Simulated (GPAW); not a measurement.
GaN (F-43m): refractive index against wavelength

The refractive index of GaN (F-43m) below the direct gap (1.71 eV on the mesh) is read from one computed spectrum, n = √(Re ε).

It takes space group F-43m (No. 216, cubic). Conventional cell: a = 4.507 Å, b = 4.507 Å, c = 4.507 Å, α = 90.00°, β = 90.00°, γ = 90.00°. Ga on site a has 4 N at 1.95 Å as nearest neighbours. Around N on site d lie 4 Ga at 1.95 Å.

Method: GPAW 26.7.0, PBE, RPA, k-mesh 13×13×13, local fields up to 60 eV, Lorentzian half width 0.1 eV.

Launch of the response step: `OMP_NUM_THREADS=1 python df.py`. The run took 19 s, its band step included, on 1 thread of Arm Neoverse V2, with other jobs on the host.

```
wavelength (nm)  photon energy E (eV)       n
           3000                 0.413  2.4026
           2000                 0.620  2.4119
           1550                 0.800  2.4240
           1310                 0.946  2.4372
           1064                 1.165       ?
```

In the single-oscillator model n² − 1 = E₀E_d/(E₀² − E²), so 1/(n² − 1) = E₀/E_d − E²/(E₀E_d) is linear in E².

Working, on the rows shown:

| x = E² (eV²) | y = 1/(n² − 1) |
| --- | --- |
| 0.170801 | 0.209534 |
| 0.384302 | 0.207587 |
| 0.639837 | 0.205096 |
| 0.895757 | 0.202431 |

Means: x̄ = 0.52267, ȳ = 0.20616. Σ(x − x̄)(y − ȳ) = -0.002901, Σ(x − x̄)² = 0.2959. Slope = -0.002901 / 0.2959 = -0.009803; intercept = ȳ − slope · x̄ = 0.21129. Turned back into n, the line misses the rows shown by at most 0.0004.

**Question.** Predict the last column of the withheld row from the fit.

**Answer.** At x = 1.3578 the line gives y = 0.19797, that is 2.4599. The run gave 2.4651, so the extrapolation is off by 0.0052, 8 % of the range in the table. Beyond its data the fit drifts from the curve.

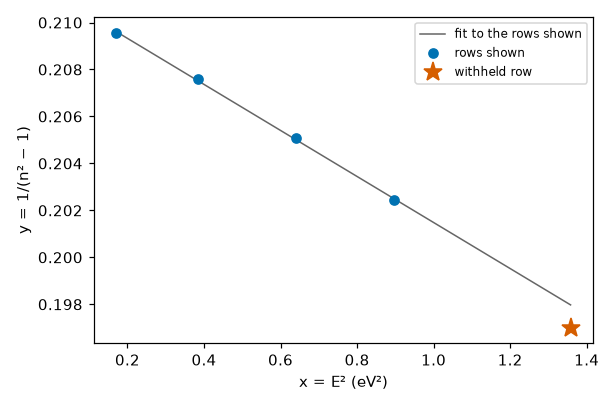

Refitted with all rows, the slope is -0.01058 and the intercept 0.21162. These give E₀ = √(intercept/−slope) = 4.47 eV and E_d = E₀/intercept = 21.1 eV; E₀ is 2.6 times the direct gap. The electronic limit at long wavelengths, without lattice vibrations, is n = √(1 + 1/intercept) = 2.393. Excitons are left out; PBE gaps are as a rule too small. The values come from a sum over the points of one k-mesh and carry its error, which grows as the direct gap shrinks. The local-field cutoff holds few shells of reciprocal vectors for this small cell, so ε∞ can read a few per cent high. Spin-orbit coupling is left out.

[Logs are printed without paths, hosts, clocks, repeated set-up lines and the standing remarks that a program may print on its own settings, such as how far it seeks lower states.]
